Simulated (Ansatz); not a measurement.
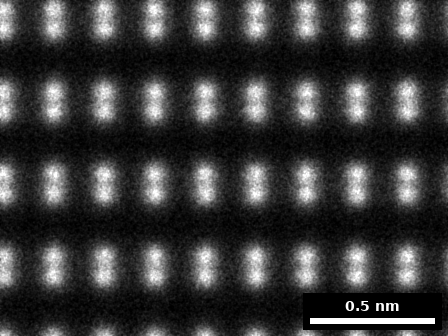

iDPC-like image of W (Fd-3m, No. 227). Simulated as the projected potential of neutral atoms (B = 0.3 Å²) blurred by a 0.50 Å probe, the thin-sample limit of integrated differential phase contrast. Shot noise was added. Atomic positions: the end point of a relaxation with Ansatz 0.2.0, DFT, r2SCAN, plane waves (500 eV) with PAW, scalar-relativistic; the starting structure was generated, so it need not be a known form of this composition.

```cif
data_structure
_symmetry_space_group_name_H-M 'Fd-3m:1'
_symmetry_Int_Tables_number 227
_cell_length_a 5.7916
_cell_length_b 5.7916
_cell_length_c 5.7916
_cell_angle_alpha 90.000
_cell_angle_beta 90.000
_cell_angle_gamma 90.000
_cell_volume 194.27
loop_
_atom_site_label
_atom_site_type_symbol
_atom_site_symmetry_multiplicity
_atom_site_Wyckoff_symbol
_atom_site_fract_x
_atom_site_fract_y
_atom_site_fract_z
_atom_site_occupancy
W1 W 8 b 0.25000 0.25000 0.75000 1
```

Along which zone axis is the crystal seen: [211], [110], [111] or [001]? (Directions equivalent by symmetry count as one.)

Answer. [211]. The projected cells are 2.05 × 3.34 Å, 90° for [211]; 3.55 × 3.55 Å, 109° for [110]; 2.36 × 2.36 Å, 120° for [111]; 2.05 × 2.05 Å, 90° for [001], and the image repeats as the [211] one does.
